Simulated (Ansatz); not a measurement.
**Run report: Rb, geometry relaxation**

The run: geometry relaxation of Rb (Fm-3m, 1 atom in the cell). Method and program: DFT, PBE, all-electron LAPW, non-relativistic, no spin polarisation (Ansatz 0.2.0).

It belongs to a series of runs on one base structure; here: fcc relaxed, LAPW.

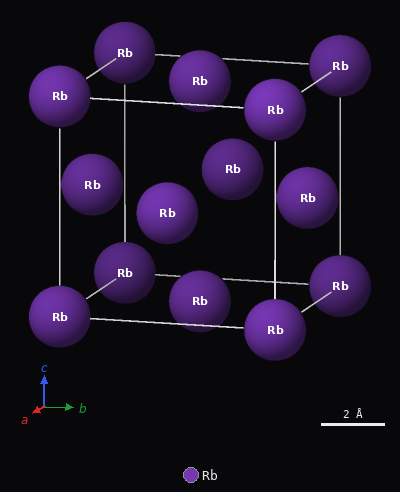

*The input geometry (spheres-only view of the cell 4 times as large as that of the calculation, set on its symmetry axes, seen slightly off an axis).*

### Input
```yaml
crystal:
  lattice:
    - [0.0, 3.5730106134, 3.5730106134]
    - [3.5730106134, 0.0, 3.5730106134]
    - [3.5730106134, 3.5730106134, 0.0]
  atoms:
    - { symbol: Rb, position: [0.0, 0.0, 0.0] }
kpoints:
  mp_grid: { grid: [10, 10, 10] }
scf:
  occupations: { method: fermi_dirac, width: 0.05 }
hamiltonian:
  xc: pbe
  pseudopotentials:
    kind: all_electron
    lapw: { basis_error: 0.0005 }
    relativity: none
output:
  forces: true
  stress: true
  eigenvalues: true
  populations: true
relax:
  f_tol: 0.005
  max_steps: 25
  cell: {}
```

Launch command:
```bash
ansatz run input.yaml --threads 1 --pin off --max-ram 3072MiB --backend cpu --events-out ev --progress --plain --runs-dir out
```

### The program's output
```
The last accepted step is kept in [file] (removed where the run ends without a failure and the disk answers)
Rb: projections on atomic orbitals take those of the free atom 1s2 2s2 2p6 3s2 3p6 3d10 4s2 4p6 5s1, of charge +0.00 (hamiltonian.pseudopotentials.projection_atoms)
LAPW: plane waves up to 3.824 Å⁻¹, error target 5.0e-4 eV per atom; Rb in spheres of 2.451 Å, 9 of its electrons in bands, Dirac shells [] (how accurate: hamiltonian.pseudopotentials.lapw.basis_error, Limitations)
Engine: ansatz 0.2.0, aarch64-unknown-linux-gnu
Pseudopotentials: kind: all_electron
Pseudopotential: Rb, LAPW, valence charge 9, lapw/all_electron/none/Rb, Schrödinger's equation, point nucleus
Functional definition: PBE
  parameter kappa = 0.804
  parameter beta = 0.06672455060314922
  exchange = pbe_x(kappa = kappa, mu = beta*pi^2/3)
  correlation = pbe_c(beta = beta)
Crystal: 1 atoms, lattice volume = 91.229 Å³
Basis set: ecut = 55.70693482203553 eV, 65 PW (Γ), exchange–correlation at level 2
Bands: 9, of which v1, the nominal top of the filled ones, is band 5 counted from 1 (4 counted from 0)
Symmetry: 48 space group operations
Space group: Fm-3m (ITA 225), of the structure as read, at distance tolerance 4.5e-5 Å
k-points: 47 of 1000
Non-local potential: Rb, projectors of the file, none
Initial density: superposition of atomic densities (chi_scale 0.1, normalization cell)
Initial wavefunctions: plane waves of lowest kinetic energy (no species holds an atomic orbital)
Functional: x = pbe(κ = 0.804, μ = 0.2195149727645171), c = pbe(β = 0.06672455060314922)
iter 1 solved again at ethr=2.88e-5 eV; its pass at ethr=1.00e-1 eV (dr2=2.59e-3 eV) is discarded
SCF iter   1: F=—  HF=-79994.790254 eV  |F-HF|=—  |Δ(HF+E_count)|=         —  Δρ=1.07e-3  dr2=2.59e-3  ethr=2.88e-5  ⟨swp⟩=4.5  Hψ=3513  notcnv=0
preconditioner: auto → Kerker (q_TF=auto, 1.855 Å⁻¹)  [metal: Δε(μ)=0.093 eV  Ē_g=3.400 eV  σ=0.050 eV  W_gap=0.39  n_scr=14 (ndim 8)  ℏωp=3.9 eV  f_vac=0.000  D(μ)=1.01/eV (n_scr^D=0)]
SCF iter   2: F=—  HF=-79994.790400 eV  |F-HF|=—  |Δ(HF+E_count)|=   1.46e-4  Δρ=7.67e-4  dr2=1.52e-3  ethr=2.87e-5  ⟨swp⟩=2.0  Hψ=1446  notcnv=0
SCF iter   3: F=—  HF=-79994.791169 eV  |F-HF|=—  |Δ(HF+E_count)|=   7.70e-4  Δρ=3.96e-4  dr2=4.96e-4  ethr=1.69e-5  ⟨swp⟩=2.0  Hψ=1446  notcnv=0
SCF iter   4: F=—  HF=-79994.791333 eV  |F-HF|=—  |Δ(HF+E_count)|=   1.64e-4  Δρ=2.07e-4  dr2=1.49e-4  ethr=5.51e-6  ⟨swp⟩=2.0  Hψ=1446  notcnv=0
iter 5 solved again at ethr=1.49e-7 eV; its pass at ethr=1.65e-6 eV (dr2=1.34e-5 eV) is discarded
SCF iter   5: F=—  HF=-79994.791400 eV  |F-HF|=—  |Δ(HF+E_count)|=   6.69e-5  Δρ=6.40e-5  dr2=1.35e-5  ethr=1.49e-7  ⟨swp⟩=2.0  Hψ=2284  notcnv=0
SCF iter   6: F=—  HF=-79994.791400 eV  |F-HF|=—  |Δ(HF+E_count)|=   5.38e-7  Δρ=2.35e-5  dr2=8.44e-7  ethr=1.49e-7  ⟨swp⟩=2.2  Hψ=1455  notcnv=0
SCF iter   7: F=-79994.791401 eV  HF=-79994.791401 eV  |F-HF|=4.94e-8  |Δ(HF+E_count)|=   1.11e-6  Δρ=4.32e-6  dr2=3.65e-8  ethr=9.38e-9  ⟨swp⟩=2.8  Hψ=1482  notcnv=0
SCF 1 converged in 7 iterations: F = -79994.791401 eV  dr2 = 3.65e-8
relax step   1: F+E_penalty+E_count = -79994.79140078 eV  Δ(F+E_penalty+E_count) = +0.000e0 eV  max|allowed force component| = 0.000e0 eV/Å  Δτ_max = 0.0000 Å  P = +0.088 GPa  Ω = 91.229 Å³  (7 SCF iters, accepted)
Crystal: 1 atoms, lattice volume = 91.493 Å³
Basis set: ecut = 55.59973726561378 eV, 65 PW (Γ), exchange–correlation at level 2
Initial density: handed on by an earlier stage of this run
Initial wavefunctions: those handed on with the density
iter 1 solved again at ethr=2.90e-10 eV; its pass at ethr=1.00e-1 eV (dr2=2.61e-8 eV) is discarded
SCF iter   1: F=—  HF=-79994.791538 eV  |F-HF|=—  |Δ(HF+E_count)|=         —  Δρ=3.47e-6  dr2=2.44e-8  ethr=2.90e-10  ⟨swp⟩=5.7  Hψ=3115  notcnv=0
preconditioner: auto → Kerker (q_TF=auto, 1.854 Å⁻¹)  [metal: Δε(μ)=0.094 eV  Ē_g=3.392 eV  σ=0.050 eV  W_gap=0.40  n_scr=14 (ndim 8)  ℏωp=3.9 eV  f_vac=0.000  D(μ)=1.00/eV (n_scr^D=0)]
SCF iter   2: F=-79994.791538 eV  HF=-79994.791538 eV  |F-HF|=2.29e-8  |Δ(HF+E_count)|=   2.61e-8  Δρ=2.58e-6  dr2=1.45e-8  ethr=2.71e-10  ⟨swp⟩=2.0  Hψ=1448  notcnv=0
SCF 2 converged in 2 iterations: F = -79994.791538 eV  dr2 = 1.45e-8
relax step   2: F+E_penalty+E_count = -79994.79153835 eV  Δ(F+E_penalty+E_count) = -1.376e-4 eV  max|allowed force component| = 0.000e0 eV/Å  Δτ_max = 0.0000 Å  P = +0.079 GPa  Ω = 91.493 Å³  (2 SCF iters, accepted)
Crystal: 1 atoms, lattice volume = 93.979 Å³
Basis set: ecut = 54.614881307849465 eV, 65 PW (Γ), exchange–correlation at level 2
iter 1 solved again at ethr=7.42e-10 eV; its pass at ethr=1.00e-1 eV (dr2=6.68e-8 eV) is discarded
SCF iter   1: F=—  HF=-79994.792164 eV  |F-HF|=—  |Δ(HF+E_count)|=         —  Δρ=1.04e-5  dr2=1.90e-7  ethr=7.42e-10  ⟨swp⟩=7.7  Hψ=3684  notcnv=0
preconditioner: auto → Kerker (q_TF=auto, 1.845 Å⁻¹)  [metal: Δε(μ)=0.097 eV  Ē_g=3.355 eV  σ=0.050 eV  W_gap=0.41  n_scr=14 (ndim 8)  ℏωp=3.8 eV  f_vac=0.000  D(μ)=1.01/eV (n_scr^D=0)]
SCF iter   2: F=—  HF=-79994.792164 eV  |F-HF|=—  |Δ(HF+E_count)|=   6.34e-7  Δρ=7.45e-6  dr2=1.14e-7  ethr=7.42e-10  ⟨swp⟩=2.1  Hψ=1450  notcnv=0
SCF iter   3: F=-79994.792165 eV  HF=-79994.792165 eV  |F-HF|=1.41e-8  |Δ(HF+E_count)|=   3.40e-7  Δρ=3.04e-6  dr2=2.67e-8  ethr=7.42e-10  ⟨swp⟩=2.8  Hψ=1482  notcnv=0
SCF 3 converged in 3 iterations: F = -79994.792165 eV  dr2 = 2.67e-8
relax step   3: F+E_penalty+E_count = -79994.79216465 eV  Δ(F+E_penalty+E_count) = -6.263e-4 eV  max|allowed force component| = 0.000e0 eV/Å  Δτ_max = 0.0000 Å  P = +0.003 GPa  Ω = 93.979 Å³  (3 SCF iters, accepted)
iter 1 solved again at ethr=1.29e-10 eV; its pass at ethr=1.00e-1 eV (dr2=1.16e-8 eV) is discarded
SCF iter   1: F=—  HF=-79994.792165 eV  |F-HF|=—  |Δ(HF+E_count)|=         —  Δρ=2.51e-6  dr2=1.16e-8  ethr=1.29e-10  ⟨swp⟩=4.3  Hψ=2584  notcnv=0
SCF iter   2: F=-79994.792165 eV  HF=-79994.792165 eV  |F-HF|=1.00e-8  |Δ(HF+E_count)|=   4.08e-8  Δρ=1.81e-6  dr2=6.81e-9  ethr=1.29e-10  ⟨swp⟩=2.0  Hψ=1446  notcnv=0
SCF 4 converged in 2 iterations: F = -79994.792165 eV  dr2 = 6.81e-9
relax step   4: F+E_penalty+E_count = -79994.79216504 eV  Δ(F+E_penalty+E_count) = -3.917e-7 eV  max|allowed force component| = 0.000e0 eV/Å  Δτ_max = 0.0000 Å  P = +0.003 GPa  Ω = 93.979 Å³  stress off target by 3.13e-3 GPa  SCF on the basis re-selected at this cell (its energy is not comparable with the rows above)  (2 SCF iters)
```

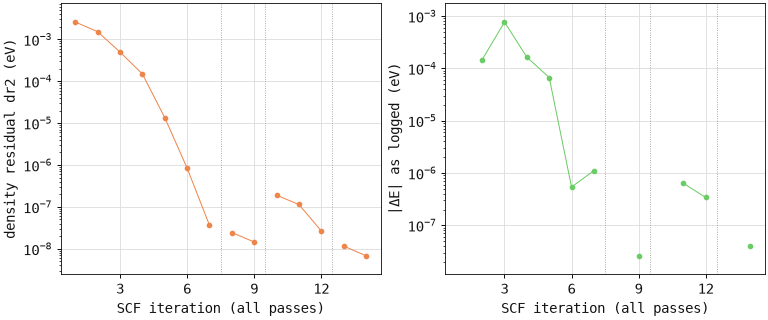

*Convergence of the self-consistent field: density residual dr2 and size of the energy change against the SCF iteration. The dotted lines part the SCF passes of the relaxation: geometry steps, rejected trials and re-solves on a re-selected basis.*

The passes take 7, 2, 3 and 2 iterations.

```
basis re-selected at this cell: Δ(F+E_penalty+E_count) = -3.917e-7 eV, ΔP = +0.000 GPa vs the last step (what re-selecting the basis moved, after the strain that the cell walked since its last selection, with what the two solves' SCF thresholds leave and, on support functions, any second-order correction that the steps lacked; it is no measure of the basis error at this ecutwfc). This SCF's stress stands 3.13e-3 GPa from its target on what of the cell is left free (relax.cell.stress_tol is 5.00e-2 GPa) and its largest allowed force component is 0.00e0 eV/Å (relax.f_tol is 5.00e-3 eV/Å): within both
SCF converged after 2 iterations
Free energy (F): -79994.792165 eV
Harris-Foulkes:  -79994.792165 eV  (|F-HF|=1.00e-8)
Internal energy: -79994.784050 eV  (E = F + TS)
E sigma→0 (E₀):  -79994.788108 eV
Entropy (-TS):   -0.008115 eV (-8.115 meV/atom)
Fermi energy:    2.438379 eV
--- Per-component energies (eV) ---
  E_band       = -112.490590
  E_kinetic    = 79950.753535
  E_xc         = -2700.228192
  E_electrostatic = -157245.309393  (all electrons and nuclei)
  E_smearing   = -0.008115  (= −TS)
  E_closure    = 0.000000  (closes the sum)
  E_atoms      = -79993.864802  (free atoms, spherical and without spin; not in F)
  Σ components = -79994.792165   (vs F -79994.792165, Δ=0.00e0)
  Basis errors (estimates in eV, not in F): energy 1.1e-4 per atom: plane waves 1.1e-4 (5.8e-5 summed), levels above the bands 1.1e-40, relativity 0.0e0, radial functions 1.9e-6, core shells 3.3e-7; eigenvalues (radial functions only) 8.4e-7; not estimated: angular momenta, meshes, grids; target (lapw.basis_error) 5.0e-4; muffin-tin radii Rb 2.475 Å
--- Forces (eV/Å), atoms counted from 1 ---
  atom   1  Rb    -0.00000000     0.00000000    -0.00000000
  max |Σ_I F_I| component: 1.08e-32 eV/Å
--- Stress (GPa, compression-positive) ---
        0.003134      -0.000000       0.000000
       -0.000000       0.003134      -0.000000
        0.000000      -0.000000       0.003134
  P = ⅓ Tr σ = 0.0031 GPa (0.031 kbar)
--- Band table (eV; the first three rows and the last of 47) ---
  k-point 0: bands = ["-25.3600", "-10.5542", "-10.5542", "-10.5542", "0.5657", "5.8813", "5.8813", "5.8813", "7.1375"]
  k-point 1: bands = ["-25.3596", "-10.5625", "-10.5553", "-10.5553", "0.6728", "5.5941", "5.9270", "5.9270", "7.0220"]
  k-point 2: bands = ["-25.3586", "-10.5840", "-10.5583", "-10.5583", "0.9848", "4.9962", "5.9771", "5.9771", "6.9182"]
  k-point 46: bands = ["-25.3546", "-10.6175", "-10.6024", "-10.5861", "3.4933", "3.8760", "3.9901", "5.0813", "7.4652"]
--- Relaxed structure (3 steps of the walk, 3 accepted, 1 SCFs on fresh bases) ---
  F+E_penalty+E_count = -79994.79216504 eV   max|allowed force component| = 0.000e0 eV/Å   (the final SCF, on the basis selected at the relaxed cell)
  cell:  # Å, volume = 93.9789 Å³
    - [2.1804609617332495e-34, 3.6085559270125005, 3.6085559270125005]
    - [3.6085559270125005, 8.906949159065532e-35, 3.6085559270125005]
    - [3.6085559270125005, 3.6085559270125005, 7.802288425371374e-35]
  atoms:
    - { symbol: Rb, position: [0.0, 0.0, 0.0] }
--- Löwdin populations: 1 site ---
  site symbol       q [e]
     0     Rb     36.9636
  spilling = 0.000983 (of n_electrons = 37.000000)
```

### File populations.tsv
```
# site	symbol	l	j	q
# orbitals = lowdin
# n_electrons = 37.000000
# spilling = 0.000983
# projection_atom_Rb: 1s2 2s2 2p6 3s2 3p6 3d10 4s2 4p6 5s1
0	Rb	0_1S	-	2.000000
0	Rb	0_2S	-	1.999989
0	Rb	0_3S	-	1.999779
0	Rb	0_4S	-	1.994292
0	Rb	0_5S	-	0.972008
0	Rb	1_2P	-	6.000000
0	Rb	1_3P	-	5.999995
0	Rb	1_4P	-	5.997551
0	Rb	2_3D	-	9.999999
```

### Trajectory as extended XYZ (Å, eV, eV/Å), 4 frames, from step=1 to step=4
```
1
Lattice="0.0000 3.5730 3.5730 3.5730 0.0000 3.5730 3.5730 3.5730 0.0000" Properties=species:S:1:pos:R:3:forces:R:3 step=1 energy=-79994.79140 pressure_GPa=0.09
Rb    0.0000    0.0000    0.0000    0.0000   0.0000   0.0000
1
Lattice="0.0000 3.5765 3.5765 3.5765 0.0000 3.5765 3.5765 3.5765 0.0000" Properties=species:S:1:pos:R:3:forces:R:3 step=2 energy=-79994.79154 pressure_GPa=0.08
Rb    0.0000    0.0000    0.0000    0.0000   0.0000   0.0000
1
Lattice="0.0000 3.6086 3.6086 3.6086 0.0000 3.6086 3.6086 3.6086 0.0000" Properties=species:S:1:pos:R:3:forces:R:3 step=3 energy=-79994.79217 pressure_GPa=0.00
Rb    0.0000    0.0000    0.0000    0.0000   0.0000   0.0000
1
Lattice="0.0000 3.6086 3.6086 3.6086 0.0000 3.6086 3.6086 3.6086 0.0000" Properties=species:S:1:pos:R:3:forces:R:3 step=4 energy=-79994.79217 pressure_GPa=0.00
Rb    0.0000    0.0000    0.0000    0.0000   0.0000   0.0000
```

### Key numbers

| quantity | value |
| --- | --- |
| outcome | converged |
| space group (tolerance 0.01 Å) | Fm-3m (225) |
| electrons in bands (core shells apart) | 9 |
| free energy | −79994.7922 eV |
| Fermi energy | 2.438 eV |
| pressure | 0.00 GPa |
| final volume | 93.98 Å³ |
| largest force (length of the vector) at the end | under 0.001 eV/Å |
| final cell | a = 5.103 Å, b = 5.103 Å, c = 5.103 Å, α = 60.00°, β = 60.00°, γ = 60.00° |
| hardware | 1 thread of Arm Neoverse V2, 24 GiB of memory available, shared host |
| wall time | 4.6 s |
| peak memory | 0.21 GiB |
